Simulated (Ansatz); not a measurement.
# Geometry relaxation of InAs (part 2 of 2)

Continued. System: InAs (slab, 16 atoms in the cell). Method: DFT PBE, scalar-relativistic, plane waves, PAW, no spin polarisation (Ansatz 0.2.0); cutoff 420 eV, 3×3×1 k-mesh, Gaussian smearing of 0.1 eV. The structure derives from an entry of the Crystallography Open Database. The input holds or restrains some coordinates. It belongs to a series of runs on one base structure; here: clean slab, lower planes held.

Geometry of the input (Å; fractional positions):
```
8.7494  0.0000  0.0000
-4.3747  7.5772  0.0000
0.0000  0.0000  20.4649
As 0.5000  0.0000  0.3909
As 0.5000  0.5000  0.3909
As 0.0000  0.0000  0.3909
As -0.0000  0.5000  0.3909
In 0.1667  0.8333  0.4345
In 0.1667  0.3333  0.4345
In 0.6667  0.8333  0.4345
In 0.6667  0.3333  0.4345
As 0.6667  0.8333  0.5655
As 0.6667  0.3333  0.5655
As 0.1667  0.8333  0.5655
As 0.1667  0.3333  0.5655
In 0.3333  0.6667  0.6091
In 0.3333  0.1667  0.6091
In 0.8333  0.6667  0.6091
In 0.8333  0.1667  0.6091
```

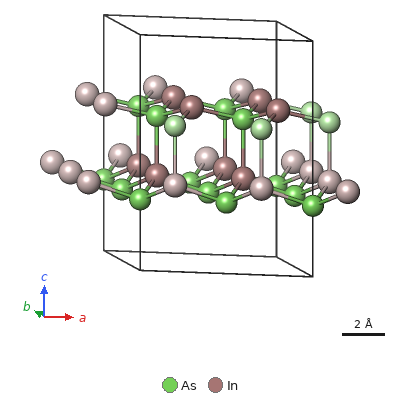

*The geometry at step 2 of the log (ball-and-stick view of the cell of the calculation, with the vacuum cut short, seen slightly off an axis; neighbours outside the cell are drawn fainter).*

### Output, continued
```
--- Forces (eV/Å), atoms counted from 1 ---
  atom   1  As     0.00000000     0.00000000     0.37144834
  atom   2  As     0.00000000     0.00000000     0.37144834
  atom   3  As     0.00000000     0.00000000     0.37144834
  atom   4  As     0.00000000     0.00000000     0.37144834
  atom   5  In     0.00000000    -0.00000000    -0.33885728
  atom   6  In     0.00000000    -0.00000000    -0.33885728
  atom   7  In    -0.00000000    -0.00000000    -0.33885728
  atom   8  In    -0.00000000    -0.00000000    -0.33885728
  atom   9  As     0.00000000     0.00000000    -0.01042837
  atom  10  As     0.00000000     0.00000000    -0.01042837
  atom  11  As     0.00000000     0.00000000    -0.01042837
  atom  12  As     0.00000000     0.00000000    -0.01042837
  atom  13  In     0.00000000    -0.00000000    -0.02216845
  atom  14  In     0.00000000    -0.00000000    -0.02216845
  atom  15  In     0.00000000    -0.00000000    -0.02216845
  atom  16  In     0.00000000    -0.00000000    -0.02216845
  max |Σ_I F_I| component: 2.30e-5 eV/Å
--- Band table (eV) ---
  k-point 0: bands = ["-36.1436", "-36.1436", "-36.1436", "-36.1433", "-36.1433", "-36.1432", "-36.1432", "-36.1432", "-36.1333", "-36.1331", "-36.1331", "-36.1331", "-36.1302", "-36.1302", "-36.1302", "-36.1301", "-36.1301", "-36.1301", "-36.1301", "-36.1301", "-34.8392", "-34.8392", "-34.8392", "-34.8392", "-34.8392", "-34.8389", "-34.8389", "-34.8389", "-34.8286", "-34.8286", "-34.8286", "-34.8285", "-34.8285", "-34.8284", "-34.8284", "-34.8284", "-34.8275", "-34.8273", "-34.8273", "-34.8273", "-15.6574", "-15.6574", "-15.6574", "-15.6377", "-15.5418", "-15.5418", "-15.5418", "-15.5372", "-15.5372", "-15.5215", "-15.5215", "-15.5215", "-15.4715", "-15.4715", "-15.4715", "-15.4591", "-15.4591", "-15.4240", "-15.4240", "-15.4240", "-14.3499", "-14.3499", "-14.3499", "-14.3446", "-14.2801", "-14.2801", "-14.2801", "-14.2537", "-14.2537", "-14.2476", "-14.2476", "-14.2476", "-14.1888", "-14.1888", "-14.1888", "-14.1763", "-14.1763", "-14.1416", "-14.1416", "-14.1416", "-12.1170", "-11.1112", "-11.1112", "-11.1112", "-10.5415", "-9.5904", "-9.5904", "-9.5904", "-6.6221", "-6.6221", "-6.6221", "-5.2894", "-5.2894", "-5.2894", "-4.7363", "-2.9668", "-2.9668", "-2.9668", "-2.6317", "-2.6317", "-2.6317", "-2.5440", "-1.7844", "-1.7844", "-1.3125", "-1.3125", "-1.3125", "-1.1645", "-1.1645", "-1.1645", "-0.5247", "-0.2114", "-0.2114", "0.2016", "0.2016", "0.2016", "0.6653", "0.9396", "0.9396", "0.9396", "1.4861", "1.8200", "1.8200", "1.8200", "2.8475", "2.8475", "2.8475", "3.1596", "3.2464", "3.2464", "4.3219", "4.3429", "4.3429", "4.3429", "4.4859"]
  k-point 1: bands = ["-36.1436", "-36.1436", "-36.1436", "-36.1434", "-36.1433", "-36.1432", "-36.1432", "-36.1432", "-36.1333", "-36.1332", "-36.1331", "-36.1331", "-36.1302", "-36.1302", "-36.1302", "-36.1301", "-36.1301", "-36.1301", "-36.1301", "-36.1301", "-34.8392", "-34.8392", "-34.8392", "-34.8392", "-34.8391", "-34.8389", "-34.8389", "-34.8389", "-34.8286", "-34.8286", "-34.8286", "-34.8285", "-34.8285", "-34.8285", "-34.8285", "-34.8284", "-34.8275", "-34.8274", "-34.8273", "-34.8273", "-15.6499", "-15.6499", "-15.6476", "-15.6370", "-15.5452", "-15.5440", "-15.5440", "-15.5438", "-15.5314", "-15.5240", "-15.5240", "-15.5238", "-15.4694", "-15.4694", "-15.4689", "-15.4626", "-15.4523", "-15.4346", "-15.4297", "-15.4297", "-14.3438", "-14.3438", "-14.3423", "-14.3402", "-14.2812", "-14.2812", "-14.2797", "-14.2659", "-14.2511", "-14.2508", "-14.2508", "-14.2482", "-14.1860", "-14.1846", "-14.1846", "-14.1798", "-14.1688", "-14.1513", "-14.1479", "-14.1479", "-11.9189", "-11.4320", "-11.1217", "-11.1217", "-10.3486", "-9.8841", "-9.5963", "-9.5963", "-6.4515", "-6.4515", "-5.9216", "-5.1392", "-5.1392", "-4.8363", "-4.7251", "-3.7115", "-3.6255", "-3.6255", "-2.8437", "-2.7287", "-2.5663", "-2.5663", "-2.2804", "-2.1543", "-2.0494", "-2.0494", "-1.1334", "-1.0883", "-1.0611", "-0.7396", "-0.7396", "-0.5512", "0.2034", "0.2034", "0.2286", "0.3598", "1.1309", "1.3505", "1.9615", "1.9615", "2.1236", "2.1902", "2.4379", "2.4379", "2.9361", "3.0646", "3.4324", "3.5957", "3.5957", "3.8473", "3.9623", "3.9739", "4.0140", "4.0140", "4.5311"]
  k-point 2: bands = ["-36.1435", "-36.1435", "-36.1435", "-36.1435", "-36.1434", "-36.1433", "-36.1433", "-36.1433", "-36.1332", "-36.1332", "-36.1332", "-36.1331", "-36.1302", "-36.1302", "-36.1302", "-36.1302", "-36.1301", "-36.1301", "-36.1301", "-36.1301", "-34.8392", "-34.8392", "-34.8392", "-34.8391", "-34.8390", "-34.8390", "-34.8390", "-34.8390", "-34.8285", "-34.8285", "-34.8285", "-34.8285", "-34.8285", "-34.8285", "-34.8285", "-34.8285", "-34.8274", "-34.8274", "-34.8274", "-34.8273", "-15.6473", "-15.6410", "-15.6410", "-15.6410", "-15.5478", "-15.5478", "-15.5478", "-15.5431", "-15.5259", "-15.5257", "-15.5257", "-15.5257", "-15.4680", "-15.4665", "-15.4665", "-15.4665", "-15.4411", "-15.4411", "-15.4411", "-15.4316", "-14.3418", "-14.3382", "-14.3382", "-14.3382", "-14.2817", "-14.2782", "-14.2782", "-14.2782", "-14.2539", "-14.2499", "-14.2499", "-14.2499", "-14.1828", "-14.1828", "-14.1828", "-14.1804", "-14.1581", "-14.1581", "-14.1581", "-14.1513", "-11.5703", "-11.5703", "-11.5703", "-10.9453", "-10.0140", "-10.0140", "-10.0140", "-9.4345", "-6.6317", "-5.5143", "-5.5143", "-5.5143", "-5.2806", "-4.4368", "-4.4368", "-4.4368", "-4.2250", "-2.9498", "-2.9498", "-2.9498", "-2.7330", "-2.7330", "-2.7330", "-2.6658", "-2.3043", "-1.3684", "-1.3684", "-1.3684", "-0.9591", "-0.9591", "-0.9591", "-0.6063", "0.0922", "0.4728", "0.4728", "0.4728", "2.0792", "2.0792", "2.0792", "2.2188", "2.6245", "2.6245", "2.6245", "2.9836", "2.9836", "2.9836", "3.3383", "3.6136", "3.6136", "3.6136", "3.7166", "4.0066", "4.0066", "4.0066", "4.2855"]
--- Relaxed structure (3 steps of the walk, 3 accepted, 0 SCFs on fresh bases) ---
  F+E_penalty+E_count = -83630.31909236 eV   max|allowed force component| = 2.217e-2 eV/Å
  atoms:
    - { symbol: As, position: [0.5000000000000001, -3.469446951953614e-18, 0.39091305120000003] }
    - { symbol: As, position: [0.5, 0.5, 0.39091305120000003] }
    - { symbol: As, position: [-8.095376221763629e-18, -3.469446951953614e-18, 0.39091305120000003] }
    - { symbol: As, position: [-5.551115123125783e-17, 0.5, 0.39091305120000003] }
    - { symbol: In, position: [0.16666666666666669, 0.8333333333333335, 0.4345478307] }
    - { symbol: In, position: [0.16666666666666666, 0.3333333333333334, 0.4345478307] }
    - { symbol: In, position: [0.6666666666666667, 0.8333333333333335, 0.4345478307] }
    - { symbol: In, position: [0.6666666666666666, 0.3333333333333334, 0.4345478307] }
    - { symbol: As, position: [0.6666666666666667, 0.8333333333333335, 0.5777382344962858] }
    - { symbol: As, position: [0.6666666666666666, 0.3333333333333334, 0.5777382344962858] }
    - { symbol: As, position: [0.16666666666666669, 0.8333333333333335, 0.5777382344962858] }
    - { symbol: As, position: [0.16666666666666666, 0.3333333333333334, 0.5777382344962858] }
    - { symbol: In, position: [0.3333333333333334, 0.6666666666666667, 0.6095580381906217] }
    - { symbol: In, position: [0.33333333333333337, 0.16666666666666669, 0.6095580381906217] }
    - { symbol: In, position: [0.8333333333333333, 0.6666666666666667, 0.6095580381906217] }
    - { symbol: In, position: [0.8333333333333334, 0.16666666666666669, 0.6095580381906217] }
```

### Trajectory as extended XYZ (Å, eV, eV/Å), 3 frames, from step=1 to step=3
```
16
Lattice="8.7494 0.0000 0.0000 -4.3747 7.5772 0.0000 0.0000 0.0000 20.4649" Properties=species:S:1:pos:R:3:forces:R:3 step=1 energy=-83629.90720
As    4.3747    0.0000    8.0000    0.0000   0.0000   0.3464
As    2.1873    3.7886    8.0000    0.0000   0.0000   0.3464
As    0.0000    0.0000    8.0000    0.0000   0.0000   0.3464
As   -2.1873    3.7886    8.0000    0.0000   0.0000   0.3464
In   -2.1873    6.3143    8.8930    0.0000   0.0000  -0.8857
In    0.0000    2.5257    8.8930    0.0000   0.0000  -0.8857
In    2.1873    6.3143    8.8930    0.0000   0.0000  -0.8857
In    4.3747    2.5257    8.8930    0.0000   0.0000  -0.8857
As    2.1873    6.3143   11.5719    0.0000   0.0000   0.9680
As    4.3747    2.5257   11.5719    0.0000   0.0000   0.9680
As   -2.1873    6.3143   11.5719    0.0000   0.0000   0.9680
As    0.0000    2.5257   11.5719    0.0000   0.0000   0.9680
In    0.0000    5.0515   12.4649    0.0000   0.0000  -0.4288
In    2.1873    1.2629   12.4649    0.0000   0.0000  -0.4288
In    4.3747    5.0515   12.4649    0.0000   0.0000  -0.4288
In    6.5620    1.2629   12.4649    0.0000   0.0000  -0.4288
16
Lattice="8.7494 0.0000 0.0000 -4.3747 7.5772 0.0000 0.0000 0.0000 20.4649" Properties=species:S:1:pos:R:3:forces:R:3 step=2 energy=-83630.31222
As    4.3747    0.0000    8.0000    0.0000   0.0000   0.3411
As    2.1873    3.7886    8.0000    0.0000   0.0000   0.3411
As    0.0000    0.0000    8.0000    0.0000   0.0000   0.3411
As   -2.1873    3.7886    8.0000    0.0000   0.0000   0.3411
In   -2.1873    6.3143    8.8930    0.0000   0.0000  -0.4274
In    0.0000    2.5257    8.8930    0.0000   0.0000  -0.4274
In    2.1873    6.3143    8.8930    0.0000   0.0000  -0.4274
In    4.3747    2.5257    8.8930    0.0000   0.0000  -0.4274
As    2.1873    6.3143   11.7634    0.0000   0.0000   0.0370
As    4.3747    2.5257   11.7634    0.0000   0.0000   0.0370
As   -2.1873    6.3143   11.7634    0.0000   0.0000   0.0370
As    0.0000    2.5257   11.7634    0.0000   0.0000   0.0370
In    0.0000    5.0515   12.3918    0.0000   0.0000   0.0485
In    2.1873    1.2629   12.3918    0.0000   0.0000   0.0485
In    4.3747    5.0515   12.3918    0.0000   0.0000   0.0485
In    6.5620    1.2629   12.3918    0.0000   0.0000   0.0485
16
Lattice="8.7494 0.0000 0.0000 -4.3747 7.5772 0.0000 0.0000 0.0000 20.4649" Properties=species:S:1:pos:R:3:forces:R:3 step=3 energy=-83630.31909
As    4.3747    0.0000    8.0000    0.0000   0.0000   0.3714
As    2.1873    3.7886    8.0000    0.0000   0.0000   0.3714
As    0.0000    0.0000    8.0000    0.0000   0.0000   0.3714
As   -2.1873    3.7886    8.0000    0.0000   0.0000   0.3714
In   -2.1873    6.3143    8.8930    0.0000   0.0000  -0.3389
In    0.0000    2.5257    8.8930    0.0000   0.0000  -0.3389
In    2.1873    6.3143    8.8930    0.0000   0.0000  -0.3389
In    4.3747    2.5257    8.8930    0.0000   0.0000  -0.3389
As    2.1873    6.3143   11.8234    0.0000   0.0000  -0.0104
As    4.3747    2.5257   11.8234    0.0000   0.0000  -0.0104
As   -2.1873    6.3143   11.8234    0.0000   0.0000  -0.0104
As    0.0000    2.5257   11.8234    0.0000   0.0000  -0.0104
In    0.0000    5.0515   12.4746    0.0000   0.0000  -0.0222
In    2.1873    1.2629   12.4746    0.0000   0.0000  -0.0222
In    4.3747    5.0515   12.4746    0.0000   0.0000  -0.0222
In    6.5620    1.2629   12.4746    0.0000   0.0000  -0.0222
```

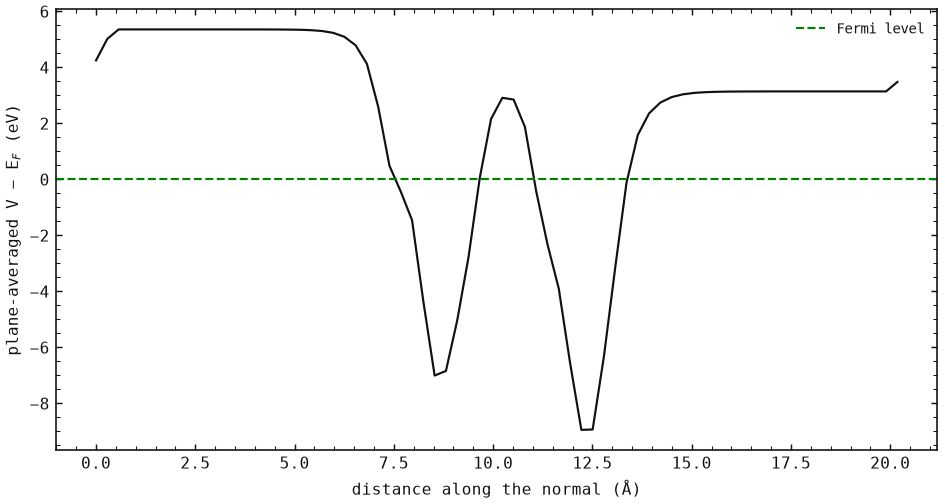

*Plane average of the electrostatic potential energy of an electron across the cell, from the Fermi level.*

The vacuum level lies 3.14 eV above the Fermi level on the upper side and 5.36 eV on the lower.

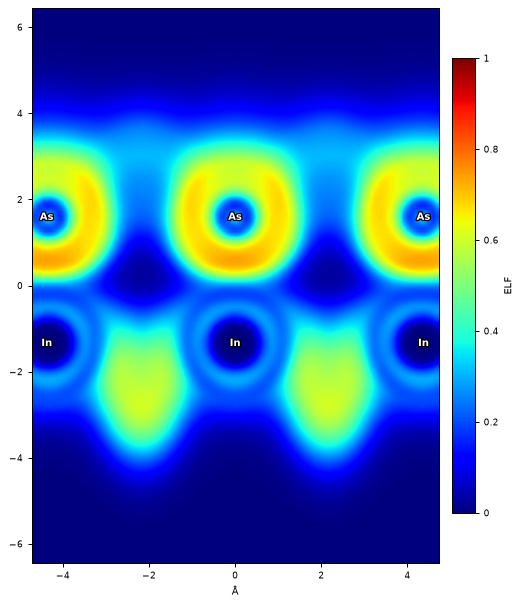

*ELF on the (100) plane of the calculation cell, a cut from vacuum to vacuum.*

Atoms in the plane: In and As. In–As (2.93 Å): the ELF peaks at about 0.75 in the valence shell of As, 1.0 Å from its nucleus, and drops to about 0.20 between the two atoms. In a PAW calculation such maps are meaningful between the atoms, not at the nuclei.

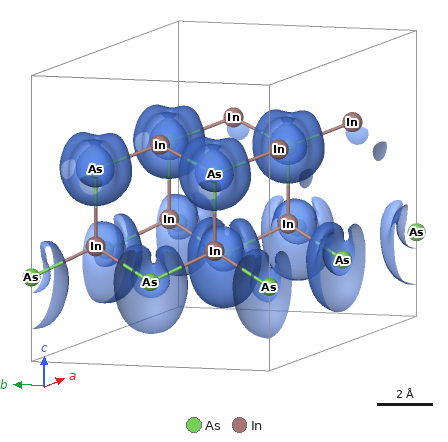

*Isosurface of the electron localisation function at 0.6 (blue), seen at an oblique angle. Only the valence region is drawn (cores and ρ < 0.01 e/Å³ removed). Sticks mark near contacts.*

Counts are for one cell; the picture repeats the cell along the surface. Profiles from the grid: In–As (2.61 Å): the ELF is about 0.55 at the midpoint. In–As (2.68 Å): the ELF is about 0.55 at the midpoint.

### Summary

```tsv
quantity	value
outcome	converged under the restraints of the input
electrons treated	224
free energy	−83630.3191 eV
work function, top face	3.14 eV
work function, bottom face	5.36 eV
Fermi energy	−0.211 eV
gap on the k-point mesh	none (metallic)
final volume	1356.74 Å³
work function (upper face)	3.14 eV
largest force (length of the vector) at the end, held atoms and coordinates included	0.371 eV/Å
wall time	1.7 min (CPU time 6.5 min)
peak memory	2.6 GiB
```
